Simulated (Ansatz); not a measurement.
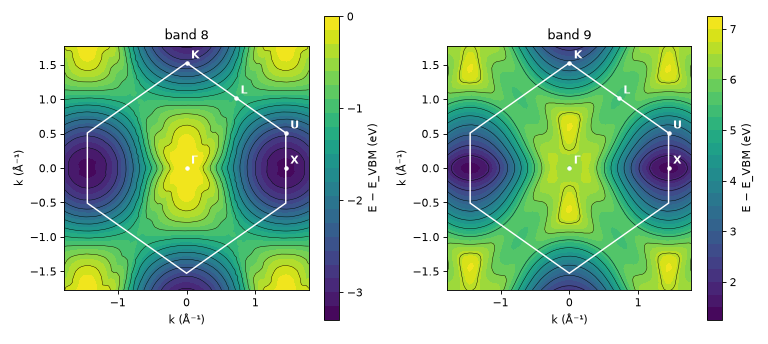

Two bands of SiC (space group F-43m, No. 216) over the plane through Γ, X and L: the highest mostly filled and the lowest mostly empty one.

These are results of DFT PBE, spin-orbit coupling, plane waves, PAW; levels and slopes on a dense k mesh at the converged density in Ansatz, not measurements. Non-magnetic. k mesh for the levels: 28×28×28. The geometry was not relaxed (residual pressure 3 GPa).

Q: Give both levels and their distance at the named points.

A:
```
point  lower band (eV)  upper band (eV)  distance (eV)
    Γ             0.00             6.21           6.21
    X            −3.19             1.35           4.54
    L            −1.05             5.42           6.47
```

Q: Where are the band edges of the whole zone?

A: The valence band has one maximum at Γ, four bands meeting there, with masses of 0.42 and 0.59 mₑ among them, each the same along x, y and z; the conduction band has three equivalent minima at X, principal masses 0.23, 0.23 and 0.67 mₑ. The gap is indirect, 1.35 eV at this level of theory (semilocal functionals give gaps that are too small, and can reorder valleys that lie close).
